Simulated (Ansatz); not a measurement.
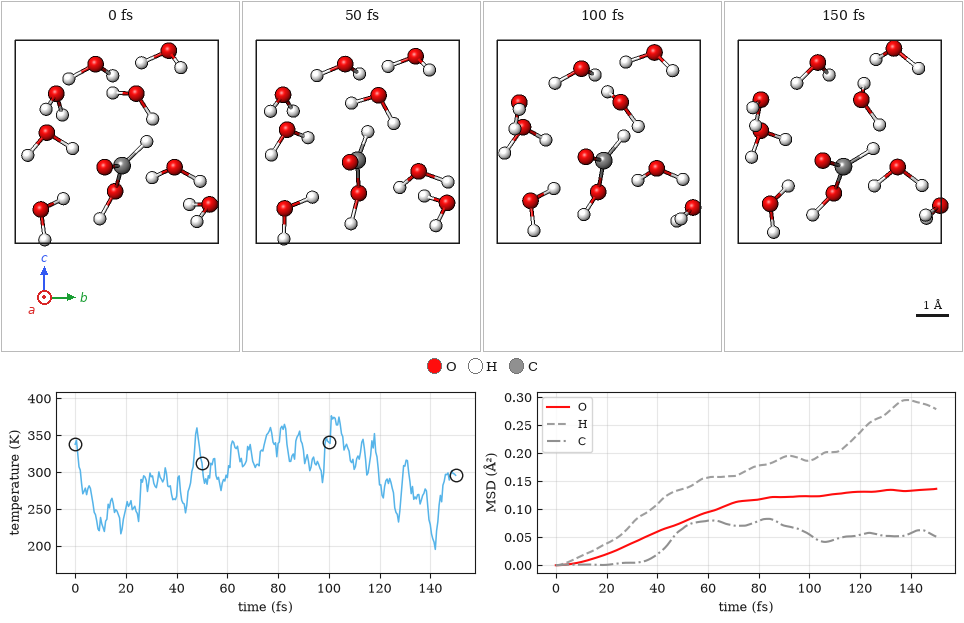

First-principles dynamics of a periodic cell with 8 H2O + 1 HCOOH at 1.158 g/cm³, 150 fs long. Frames and the history of the run. A ball-and-stick model of the simulation cell, seen along the a axis.

These are results of Ansatz 0.2.0, DFT PBE-D3(BJ), scalar-relativistic, plane waves, PAW, not measurements. Run with plane-wave cutoff 420 eV; k-point mesh 1 × 1 × 1; Fermi-Dirac smearing 0.05 eV; Langevin thermostat (NVT); set temperature 350 K; time step 0.5 fs; H given the mass 2.014 u; friction 0.02 per fs.

### What do the frames and curves show?

In the second half of the run the atoms are, in the root-mean-square, this far from where they began (common drift taken out): H 0.48 Å, O 0.36 Å, C 0.24 Å. The heavy atoms stay within a fraction of a molecule's size of their starting places; so short a run doesn't tell a liquid from a solid. The mean temperature in the second half is 308 K (standard deviation 39 K). The potential energy in the second half lies on average 38.4 meV per atom above the first frame.

Limits of the set-up: masses were changed (H 2.014 u), which shifts the vibrations; the periodic images lie only 6.5 Å apart, so the values are limited by the cell's size.

The run took 8 min on 1 thread of Arm Neoverse V1, with other jobs on the host, peak memory 0.35 GiB.
